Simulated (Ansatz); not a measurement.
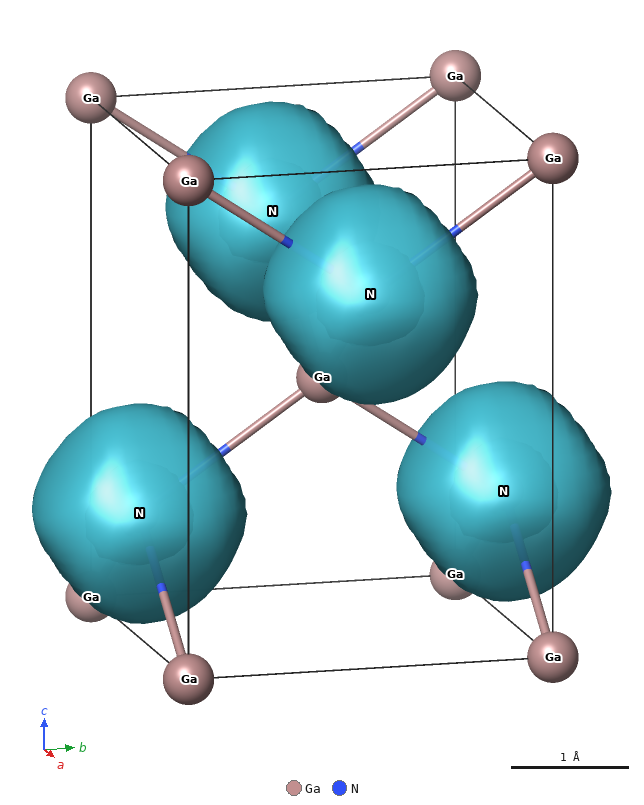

GaN. Isosurface of the ELF at 0.7 (cyan), seen slightly off an axis. Only the valence region is drawn (cores and ρ < 0.01 e/Å³ removed). Sticks mark near contacts.

Space group I-4m2; a structure from a database of computed crystals, not necessarily the ambient phase.

All numbers below come from Ansatz, DFT r2SCAN, scalar-relativistic, plane waves, PAW.

```
Ga N
1.0
     2.28437   -2.28437    0.00000
     2.28437    2.28437    0.00000
     0.00000    0.00000    4.38600
Ga N
2 2
Direct
  0.00000 0.00000 0.00000
  0.50000 0.50000 0.50000
  0.50000 0.00000 0.25000
  0.00000 0.50000 0.75000
```

Q: Where are the electrons localised?

A: The surface consists of two regions wrapped around N (the valence shell of each), counted in one cell of 4 atoms. Any copies at cell faces, edges or corners count once. Along the contacts the grid gives the following. Ga–N (1.95 Å): the ELF peaks at about 0.85 in the valence shell of N, 0.7 Å from its nucleus, and is about 0.50 at the midpoint.

Q: Does the calculation give a band gap?

A: It is gapped, with a Kohn–Sham gap of 2.0 eV on the k-point mesh (the band edges may lie off the mesh, which would make the gap smaller).
